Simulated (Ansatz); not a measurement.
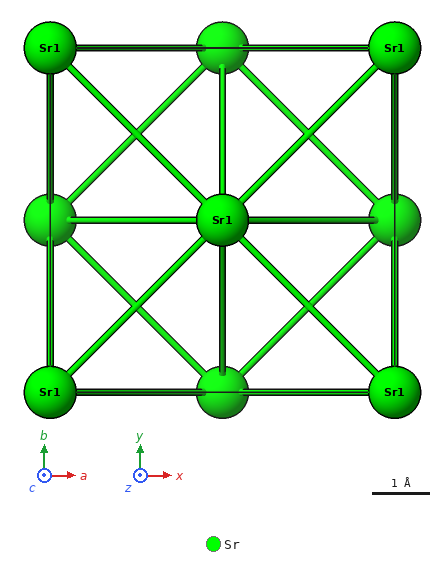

Crystalline Sr (Fm-3m): the cell is strained in shear in the xy plane, with the atoms kept at their fractional coordinates. x, y and z are the Cartesian axes of the input. The picture shows the reference cell. The picture is a ball-and-stick view of the conventional cell (4 times the calculation's cell), seen along the c axis. Lengths and directions refer to the drawn axes.

Method: DFT PBE, scalar-relativistic, plane waves, PAW in Ansatz 0.2.0. (plane-wave cutoff 420 eV; k-point mesh 14 × 14 × 14; occupations gaussian; smearing width 0.15 eV; no spin polarisation). Energies (free energies at the smearing named) are counted from the cell as listed in its source, which wasn't relaxed.

Input
```yaml
crystal:
  lattice:
    - [0.0, 3.04235, 3.04235]
    - [3.04235, 0.0, 3.04235]
    - [3.04235, 3.04235, 0.0]
  atoms:
    - { symbol: Sr, position: [0.0, 0.0, 0.0] }
basis:
  ecutwfc: 420
kpoints:
  mp_grid: { grid: [14, 14, 14] }
hamiltonian:
  xc: pbe
scf:
  occupations: { method: gaussian, width: 0.15 }
output:
  forces: true
  stress: true
  eigenvalues: true
```

What energies does the calculation give (the strain: −0.0200, −0.0150, −0.0100, −0.0050, 0.0000, 0.0050, 0.0100, 0.0150, 0.0175, 0.0200)?

```csv
engineering shear strain,E − E(ref) (meV/atom)
−0.0200,0.70
−0.0150,0.40
−0.0100,0.18
−0.0050,0.04
0.0000,0.00
0.0050,0.04
0.0100,0.18
0.0150,0.40
0.0175,0.54
0.0200,0.70
```

Points that are alike by symmetry were computed once.

The lowest computed point lies at the strain 0.00 (0.00 meV/atom). At the ends of the scan the energy is 0.70 meV/atom (−0.02) and 0.70 meV/atom (0.02). The curvature at zero strain, (1/V) d²E/dε², is about 10 GPa; it is C₆₆ with clamped ions. The distortion takes the space group from Fm-3m to Immm. At the strain −0.02 the cell of the drawing goes γ 90.0° → 91.1°.

The computed profile (hollow markers are points alike by symmetry):

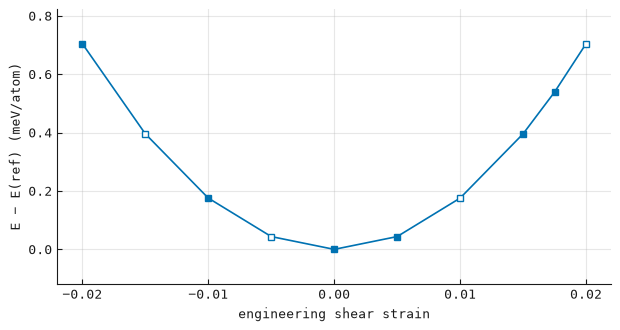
